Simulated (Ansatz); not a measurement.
## Single-point calculation of C

System: C (P6/mmm, 8 atoms in the cell).
Method: DFT PBE, scalar-relativistic, plane waves, PAW, no spin polarisation (Ansatz 0.2.0).

The structure was made by a generator, so it may or may not be a known phase. Figures and captions count atoms from 1; the log counts them from 0 in places.

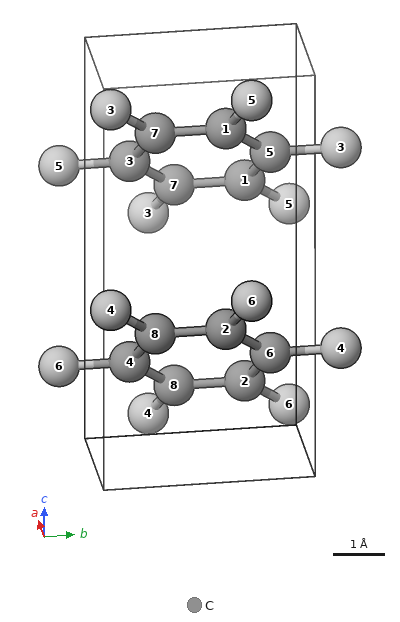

**Figure 1.** The input geometry (ball-and-stick view of the cell of the calculation, seen at an oblique angle; neighbours outside the cell are drawn fainter; atoms are numbered from 1 in the order of the input). An atom can appear more than once, as a periodic image. Near neighbours in the periodic cell (some may lie outside the picture): C has 3 C at 1.42 Å.

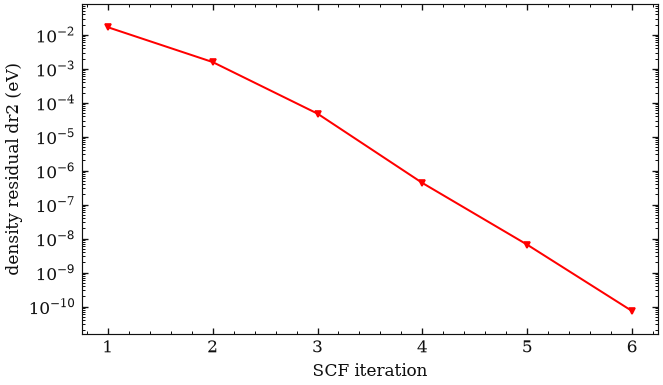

**Figure 2.** Convergence of the self-consistent field: density residual dr2 against the SCF iteration. The residual falls at every step.

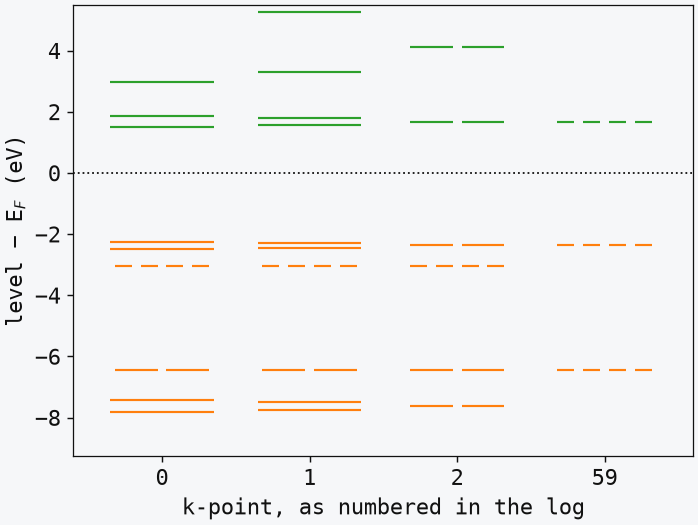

**Figure 3.** Kohn–Sham levels near the Fermi level (dotted) at the few k-points that the log prints; levels within 0.02 eV of each other stand side by side. Among these points the highest filled and lowest empty levels are 3.76 eV apart; the gap on the full mesh, 1.03 eV, has an edge at a point that isn't printed.

These pictures come from the run below.

## Input
```yaml
crystal:
  lattice:
    - [1.2332424619, -2.136038602, 0.0]
    - [-3.6997273855, -2.136038602, 0.0]
    - [0.0, 0.0, -8.8454489982]
  atoms:
    - { symbol: C, position: [0.0, 0.6666666667, 0.75] }
    - { symbol: C, position: [0.0, 0.6666666667, 0.25] }
    - { symbol: C, position: [0.5, 0.1666666667, 0.75] }
    - { symbol: C, position: [0.5, 0.1666666667, 0.25] }
    - { symbol: C, position: [0.5, 0.8333333333, 0.75] }
    - { symbol: C, position: [0.5, 0.8333333333, 0.25] }
    - { symbol: C, position: [0.0, 0.3333333333, 0.75] }
    - { symbol: C, position: [0.0, 0.3333333333, 0.25] }
basis:
  ecutwfc: 420
kpoints:
  mp_grid: { grid: [8, 6, 4] }
hamiltonian:
  xc: pbe
scf:
  occupations: { method: gaussian, width: 0.2 }
  lower_state_search: "off"
output:
  forces: true
  stress: true
  eigenvalues: true
```

Launched with:
```bash
ansatz run input.yaml --threads 1 --pin off --max-ram 2560MiB --backend cpu --events-out ev --progress --plain --runs-dir out
```

## The program's output
```
Engine: ansatz 0.2.0, aarch64-unknown-linux-gnu
Pseudopotentials: kind: paw
Pseudopotential: C, paw, valence charge 4, recommended cutoff 420 eV (normal), C.paw.azcp
Functional definition: PBE
  parameter kappa = 0.804
  parameter beta = 0.06672455060314922
  exchange = pbe_x(kappa = kappa, mu = beta*pi^2/3)
  correlation = pbe_c(beta = beta)
Crystal: 8 atoms, lattice volume = 93.205 Å³
Basis set: ecut = 420 eV, 1791 PW (Γ), exchange–correlation on 36×60×120 points (8 copies of the dense FFT grid, shifted against one another)
Bands: 24, of which v1, the nominal top of the filled ones, is band 16 counted from 1 (15 counted from 0)
Symmetry: 32 space group operations
Space group: P6/mmm (ITA 191), of the structure as read, at distance tolerance 4.5e-5 Å
k-points: 60 of 192
Non-local potential: C, projectors of the file, l = 0: 2, l = 1: 2, l = 2: 1
PAW form: soft (Blöchl's): semilocal exchange-correlation on the pseudo side does not see the compensation charge
PAW one-centre angular grid: C, 110 points (default); XC on 64 Gauss nodes
Initial density: superposition of atomic densities (neutral atoms: chi_scale 0, normalization atom), corrected by the library's trained network
Initial wavefunctions: pseudopotential atomic-orbital guess
Functional: x = pbe(κ = 0.804, μ = 0.2195149727645171), c = pbe(β = 0.06672455060314922)
SCF iter   1: F=—  HF=-2007.548137 eV  |F-HF|=—  |Δ(HF+E_count)|=         —  Δρ=3.93e-3  dr2=1.68e-2  ethr=1.77e-3  ⟨swp⟩=6.0  Hψ=7073  notcnv=0
preconditioner: auto → none  [insulator: Δε(μ)=1.034 eV  Ē_g=15.149 eV  σ=0.200 eV  W_gap=1.00  n_scr=16 (ndim 8)  ℏωp=21.8 eV  f_vac=0.260  D(μ)=0.00/eV (n_scr^D=0)  ε∞_Penn≈3.1]
SCF iter   2: F=—  HF=-2007.546942 eV  |F-HF|=—  |Δ(HF+E_count)|=   1.20e-3  Δρ=1.69e-3  dr2=1.58e-3  ethr=5.25e-5  ⟨swp⟩=2.5  Hψ=2881  notcnv=0  defer=48
SCF iter   3: F=—  HF=-2007.548426 eV  |F-HF|=—  |Δ(HF+E_count)|=   1.48e-3  Δρ=4.21e-4  dr2=4.78e-5  ethr=4.94e-6  ⟨swp⟩=2.0  Hψ=2313  notcnv=0  defer=22
automatic band count: iteration 3 solves 22 bands in place of 24: the levels show a gap, and the empty bands left out lie too high to hold charge; the band table lists the bands solved (type scf.n_extra_bands for more)
SCF iter   4: F=—  HF=-2007.548591 eV  |F-HF|=—  |Δ(HF+E_count)|=   1.65e-4  Δρ=3.33e-5  dr2=4.34e-7  ethr=1.49e-7  ⟨swp⟩=2.5  Hψ=2203  notcnv=0  defer=22
iter 5 did not close the SCF: its close was put off for the readings that it lacked (scf_convergence_deferred on its scf_iter line)
SCF iter   5: F=-2007.548591 eV  HF=-2007.548591 eV  |F-HF|=4.37e-9  |Δ(HF+E_count)|=   2.72e-7  Δρ=3.39e-6  dr2=6.59e-9  ethr=1.36e-9  ⟨swp⟩=2.2  Hψ=2146  notcnv=0  defer=22
SCF iter   6: F=-2007.548591 eV  HF=-2007.548591 eV  |F-HF|=1.84e-11  |Δ(HF+E_count)|=   4.89e-9  Δρ=3.53e-7  dr2=7.32e-11  ethr=2.06e-11  ⟨swp⟩=6.6  Hψ=5671  notcnv=0
SCF 1 converged in 6 iterations: F = -2007.548591 eV  dr2 = 7.32e-11
  greatest PAW one-centre occupation: 0.672 electrons in one spin orbital (limit 2), on the C atom at site 7 (counted from 0), in its partial waves of l = 0
SCF converged after 6 iterations
Free energy (F): -2007.548591 eV
Harris-Foulkes:  -2007.548591 eV  (|F-HF|=1.84e-11)
Internal energy: -2007.548585 eV  (E = F + TS)
E sigma→0 (E₀):  -2007.548588 eV
Entropy (-TS):   -0.000006 eV (-0.001 meV/atom)
Fermi energy:    4.286757 eV
--- Per-component energies (eV) ---
  E_band       = -155.505131
  E_kinetic    = 726.435678
  E_local      = -1916.367622  (includes V_loc(G=0)·N_el)
  E_nonlocal   = 218.274213
  E_hartree    = 672.747144
  E_xc         = -383.684434
  E_vxc        = -474.963188  (∫ρ·V_xc dr)
  E_paw        = -794.710558  (= ΣΔE_a)
  E_vpaw       = -54.378244  (= ΣTr[D̂ρ^β])
  E_aug_tail   = 0.000059  (compensation charges beyond the density's cutoff)
  E_ewald      = -530.243065
  E_smearing   = -0.000006  (= −TS)
  E_closure    = 0.000000  (closes the sum)
  Σ components = -2007.548591   (vs F -2007.548591, Δ=0.00e0)
--- Forces (eV/Å), atoms counted from 1 ---
  atom   1  C      0.06114212     0.03530042     0.00000000
  atom   2  C      0.06114212     0.03530042     0.00000000
  atom   3  C      0.06114212     0.03530042     0.00000000
  atom   4  C      0.06114212     0.03530042     0.00000000
  atom   5  C     -0.06114212    -0.03530042    -0.00000000
  atom   6  C     -0.06114212    -0.03530042    -0.00000000
  atom   7  C     -0.06114212    -0.03530042    -0.00000000
  atom   8  C     -0.06114212    -0.03530042    -0.00000000
  max |Σ_I F_I| component: 1.11e-16 eV/Å
--- Stress (GPa, compression-positive) ---
       -0.270369      -0.467142      -0.000000
       -0.467142       0.269039       0.000000
       -0.000000       0.000000       0.056083
  P = ⅓ Tr σ = 0.0183 GPa (0.183 kbar)
--- Band table (eV; the first three rows and the last of 60) ---
  k-point 0: bands = ["-15.2418", "-15.2172", "-10.0027", "-9.9871", "-8.9583", "-8.9454", "-3.5131", "-3.1382", "-2.1463", "-2.1438", "1.2390", "1.2391", "1.2422", "1.2423", "1.8187", "2.0370", "5.7941", "6.1509", "7.2792", "10.2667", "11.6335", "11.6703"]
  k-point 1: bands = ["-15.2382", "-15.2208", "-10.0004", "-9.9894", "-8.9564", "-8.9473", "-3.4619", "-3.1965", "-2.1457", "-2.1443", "1.2385", "1.2390", "1.2417", "1.2422", "1.8494", "2.0041", "5.8430", "6.0954", "7.5779", "9.5466", "11.6390", "11.6649"]
  k-point 2: bands = ["-15.2295", "-15.2295", "-9.9949", "-9.9949", "-8.9520", "-8.9520", "-3.3326", "-3.3326", "-2.1449", "-2.1449", "1.2386", "1.2386", "1.2418", "1.2418", "1.9251", "1.9251", "5.9661", "5.9661", "8.4079", "8.4079", "11.6519", "11.6519"]
  k-point 59: bands = ["-9.9918", "-9.9918", "-9.9918", "-9.9918", "-8.9564", "-8.9564", "-8.9564", "-8.9564", "-2.1436", "-2.1436", "-2.1436", "-2.1436", "1.9259", "1.9259", "1.9259", "1.9259", "5.9648", "5.9648", "5.9648", "5.9648", "11.6540", "11.6540"]
```

## Results in brief

- outcome: converged
- space group (tolerance 0.01 Å): P6/mmm (191)
- electrons treated: 32
- free energy: −2007.5486 eV
- Fermi energy: 4.287 eV
- gap on the k-point mesh: 1.03 eV
- pressure: 0.02 GPa
- largest force (length of the vector): 0.071 eV/Å
- hardware: 1 thread of Arm Neoverse N1, 60 GiB of memory available, shared host
- wall time: 12 s
- peak memory: 0.36 GiB
